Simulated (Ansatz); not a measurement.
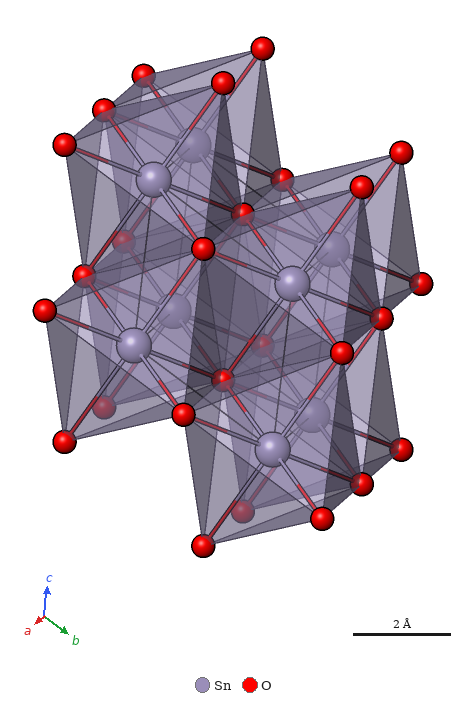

**Figure 1.** The structure (polyhedral view of the reduced cell, seen slightly off an axis; polyhedra are completed across the faces of the cell).

## Band-structure calculation of SnO

SnO (2 atoms in the cell), computed with DFT, PBE, plane waves, PAW, no spin polarisation (Ansatz 0.2.0).

The structure was built on a prototype by a generator. The geometry comes from this level: r2SCAN (a point of a series of strains). It belongs to a series of runs on one base structure; here: uniaxial_z strain +1.2%.

### Log
```
scf.n_extra_bands = 4 over 10 filled bands (N_el = 20.0): the run solves 14 bands
Engine: ansatz 0.2.0, aarch64-unknown-linux-gnu
Pseudopotentials: kind: paw
Pseudopotential: Sn, paw, valence charge 14, recommended cutoff 420 eV (normal), Sn.paw.azcp
Pseudopotential: O, paw, valence charge 6, recommended cutoff 420 eV (normal), O.paw.azcp
Functional definition: PBE
  parameter kappa = 0.804
  parameter beta = 0.06672455060314922
  exchange = pbe_x(kappa = kappa, mu = beta*pi^2/3)
  correlation = pbe_c(beta = beta)
Crystal: 2 atoms, lattice volume = 33.042 Å³
Basis set: ecut = 420 eV, 625 PW (Γ), exchange–correlation on 50×50×48 points (8 copies of the dense FFT grid, shifted against one another)
Bands: 14, of which v1, the nominal top of the filled ones, is band 10 counted from 1 (9 counted from 0)
Symmetry: 16 space group operations
Space group: I4/mmm (ITA 139), of the structure as read, at distance tolerance 3.2e-5 Å
k-points: 59 of 512
Non-local potential: Sn, projectors of the file, l = 0: 2, l = 1: 2, l = 2: 2, l = 3: 2
Non-local potential: O, projectors of the file, l = 0: 2, l = 1: 2, l = 2: 1
PAW form: soft (Blöchl's): semilocal exchange-correlation on the pseudo side does not see the compensation charge
PAW one-centre angular grid: Sn, 590 points (default); XC on 64 Gauss nodes
PAW one-centre angular grid: O, 110 points (default); XC on 64 Gauss nodes
Initial density: superposition of atomic densities (neutral atoms: chi_scale 0, normalization atom), corrected by the library's trained network
Initial wavefunctions: pseudopotential atomic-orbital guess
Functional: x = pbe(κ = 0.804, μ = 0.2195149727645171), c = pbe(β = 0.06672455060314922)
SCF iter   1: F=—  HF=-6590.802691 eV  |F-HF|=—  |Δ(HF+E_count)|=         —  Δρ=4.28e-3  dr2=4.92e-3  ethr=1.77e-3  ⟨swp⟩=5.9  Hψ=4358  notcnv=0
preconditioner: auto → none  [insulator: Δε(μ)=0.834 eV  Ē_g=19.441 eV  σ=0.020 eV  W_gap=1.00  n_scr=14 (ndim 8)  ℏωp=28.9 eV  f_vac=0.000  D(μ)=0.00/eV (n_scr^D=0)  ε∞_Penn≈3.2]
SCF iter   2: F=—  HF=-6590.800643 eV  |F-HF|=—  |Δ(HF+E_count)|=   2.05e-3  Δρ=1.69e-3  dr2=8.39e-4  ethr=2.46e-5  ⟨swp⟩=2.0  Hψ=1755  notcnv=0
SCF iter   3: F=—  HF=-6590.800642 eV  |F-HF|=—  |Δ(HF+E_count)|=   5.42e-7  Δρ=3.07e-4  dr2=2.29e-5  ethr=4.19e-6  ⟨swp⟩=2.8  Hψ=1394  notcnv=0
SCF iter   4: F=—  HF=-6590.800644 eV  |F-HF|=—  |Δ(HF+E_count)|=   1.33e-6  Δρ=1.06e-4  dr2=2.66e-6  ethr=1.15e-7  ⟨swp⟩=2.0  Hψ=1400  notcnv=0
iter 5 did not close the SCF: its close was put off for the readings that it lacked (scf_convergence_deferred on its scf_iter line)
SCF iter   5: F=-6590.800642 eV  HF=-6590.800642 eV  |F-HF|=2.96e-8  |Δ(HF+E_count)|=   1.69e-6  Δρ=1.81e-5  dr2=5.90e-8  ethr=1.33e-8  ⟨swp⟩=2.0  Hψ=1379  notcnv=0
SCF iter   6: F=-6590.800642 eV  HF=-6590.800642 eV  |F-HF|=6.78e-9  |Δ(HF+E_count)|=   5.34e-8  Δρ=4.38e-6  dr2=4.51e-9  ethr=2.95e-10  ⟨swp⟩=5.1  Hψ=4488  notcnv=0
SCF 1 converged in 6 iterations: F = -6590.800642 eV  dr2 = 4.51e-9
  greatest PAW one-centre occupation: 0.993 electrons in one spin orbital (limit 2), on the Sn atom at site 0 (counted from 0), in its partial waves of l = 2
NSCF: frozen V_eff on 9 k-points
SCF converged after 6 iterations
Free energy (F): -6590.800642 eV
Harris-Foulkes:  -6590.800642 eV  (|F-HF|=6.78e-9)
Internal energy: -6590.800642 eV  (E = F + TS)
E sigma→0 (E₀):  -6590.800642 eV
Fermi energy:    10.840347 eV
--- Per-component energies (eV) ---
  E_band       = -70.826608
  E_kinetic    = 358.301320
  E_local      = -1040.286283  (includes V_loc(G=0)·N_el)
  E_nonlocal   = 14.886865
  E_hartree    = 585.283002
  E_xc         = -457.492125
  E_vxc        = -191.161396  (∫ρ·V_xc dr)
  E_paw        = -4289.333335  (= ΣΔE_a)
  E_vpaw       = -383.132356  (= ΣTr[D̂ρ^β])
  E_aug_tail   = 0.002323  (compensation charges beyond the density's cutoff)
  E_ewald      = -1762.162410
  E_smearing   = -0.000000  (= −TS)
  E_closure    = 0.000000  (closes the sum)
  Σ components = -6590.800642   (vs F -6590.800642, Δ=0.00e0)
--- Forces (eV/Å), atoms counted from 1 ---
  atom   1  Sn    -0.00000000     0.00000000     0.00000000
  atom   2  O      0.00000000     0.00000000     0.00000000
  max |Σ_I F_I| component: 2.37e-29 eV/Å
--- Stress (GPa, compression-positive) ---
        1.551444       0.000000       0.000000
        0.000000       1.551444       0.000000
        0.000000       0.000000       0.649063
  P = ⅓ Tr σ = 1.2507 GPa (12.507 kbar)
--- Band table (eV; the first three rows and the last of 59) ---
  k-point 0: bands = ["-10.8420", "-10.8420", "-10.8420", "-10.7821", "-10.7711", "-7.9111", "3.9855", "7.4190", "7.4190", "7.4941", "18.1739", "18.4314", "18.4314", "20.6972"]
  k-point 1: bands = ["-10.8412", "-10.8357", "-10.8356", "-10.7834", "-10.7735", "-7.8283", "3.6625", "7.4460", "7.4861", "7.8359", "16.4797", "17.4897", "17.6533", "19.9054"]
  k-point 2: bands = ["-10.8399", "-10.8295", "-10.8274", "-10.7771", "-10.7720", "-7.6187", "3.0377", "7.5189", "7.5410", "8.6465", "14.0149", "16.2217", "16.3870", "19.7643"]
  k-point 58: bands = ["-11.0143", "-10.8836", "-10.7498", "-10.7498", "-10.7343", "-6.8550", "4.3128", "6.0211", "6.3715", "6.3715", "14.1435", "15.9173", "16.5583", "16.5583"]
```

### File rho_z.tsv
```
# z_ang	rho[e/angstrom^3]
# format = ansatz-planar-average/11
# lattice	0.000000000	2.536973257	2.566909541
# lattice	2.536973257	0.000000000	2.566909541
# lattice	2.536973257	2.536973257	0.000000000
# sites	2
# site	50	0.000000000	0.000000000	0.000000000
# site	8	2.536973257	2.536973257	2.566909541
0.000000	1.158619e0
0.149493	1.093764e0
0.298985	9.262677e-1
0.448478	7.187176e-1
0.597970	5.318250e-1
0.747463	4.002844e-1
0.896955	3.324070e-1
1.046448	3.241971e-1
1.195941	3.705376e-1
1.345433	4.586753e-1
1.494926	5.591070e-1
1.644418	6.360524e-1
1.793911	6.644746e-1
1.943404	6.360524e-1
2.092896	5.591070e-1
2.242389	4.586753e-1
2.391881	3.705376e-1
2.541374	3.241971e-1
2.690866	3.324070e-1
2.840359	4.002844e-1
2.989852	5.318250e-1
3.139344	7.187176e-1
3.288837	9.262677e-1
3.438329	1.093764e0
```

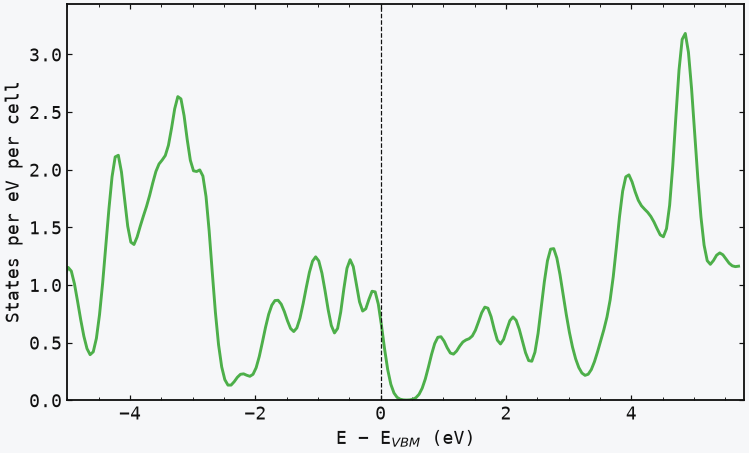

**Figure 2.** Density of states (the curve is built from the levels of the k mesh with Gaussians 0.3 eV wide, which also blur the band edges), with energies from the valence-band top. There is a gap of 0.85 eV on the k-point mesh. Small ripples come from the finite k-point mesh.

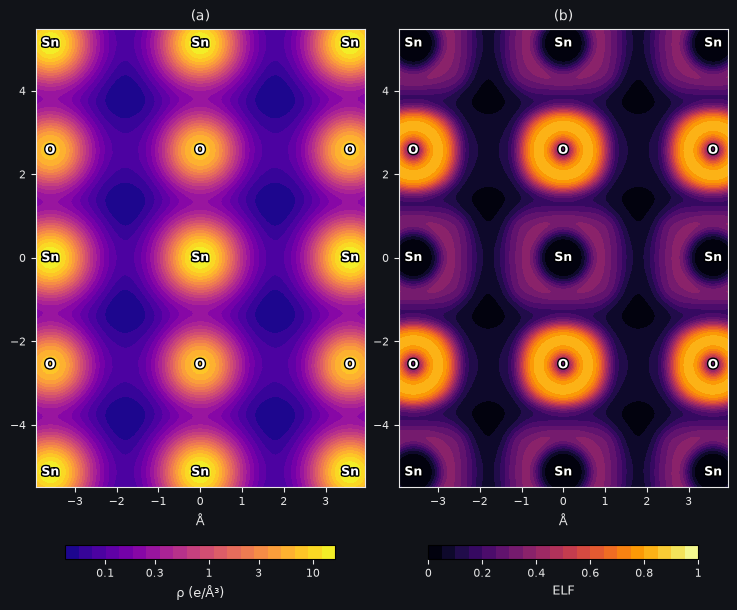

**Figure 3.** (a) valence charge density (pseudo); (b) ELF on the (100) plane of the conventional cell. Atoms in the plane: Sn and O. Sn–O (2.57 Å): the density is about 0.26 e/Å³ at the midpoint; the ELF is about 0.20 at the midpoint. Away from the nuclei the density in this plane falls to 0.04 e/Å³ at its lowest. In a PAW calculation such maps are meaningful between the atoms, not at the nuclei.

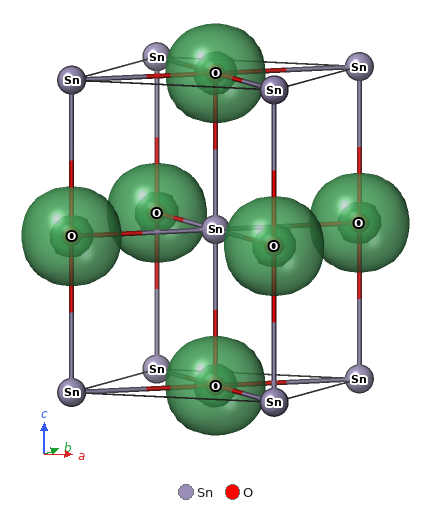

**Figure 4.** Isosurface of the electron localisation function at 0.7 (green), seen slightly off an axis. Core shells and regions of very low density are left out. Sticks mark near contacts. The outline is the cell set on symmetry axes. Values along the shortest contacts: Sn–O (2.54 Å): the ELF is about 0.20 at the midpoint.

The run was set up as follows.

### Input
```yaml
crystal:
  lattice:
    - [0.0, 2.5369732568, 2.5669095413]
    - [2.5369732568, 0.0, 2.5669095413]
    - [2.5369732568, 2.5369732568, 0.0]
  atoms:
    - { symbol: Sn, position: [0.0, 0.0, 0.0] }
    - { symbol: O, position: [0.5, 0.5, 0.5] }
kpoints:
  mp_grid: { grid: [8, 8, 8] }
  band_path:
    path:
      - [0.0, 0.0, 0.0]
      - [0.5, 0.0, 0.5]
      - [0.625, 0.25, 0.625]
      - [0.375, 0.375, 0.75]
      - [0.5, 0.5, 0.5]
      - [0.5, 0.25, 0.75]
      - [0.5, 0.425, 0.575]
      - [0.134766, 0.143066, -0.434733]
      - [0.059896, -0.419271, 0.153646]
    npoints: 1
hamiltonian:
  xc: pbe
scf:
  occupations: { method: fermi_dirac, width: 0.02 }
  n_extra_bands: 4
output:
  forces: true
  stress: true
  eigenvalues: true
  write_density: true
  write_potential: true
  elf: true
  volumetric_format: npy
```

Launch command:
```bash
ansatz run input.yaml --threads 4 --pin off --max-ram 3686MiB --backend cpu --events-out ev --progress --plain --runs-dir out
```

### Key numbers

- outcome: converged
- space group (tolerance 0.01 Å): I4/mmm (139)
- electrons treated: 20
- free energy: −6590.8006 eV
- Fermi energy: 10.840 eV
- gap on the k-point mesh: 0.85 eV
- pressure: 1.25 GPa
- largest force (length of the vector): under 0.001 eV/Å
- hardware: 4 threads of an Arm (aarch64) CPU, shared host
- wall time: 1.4 s (CPU time 3.8 s)
- peak memory: 0.31 GiB
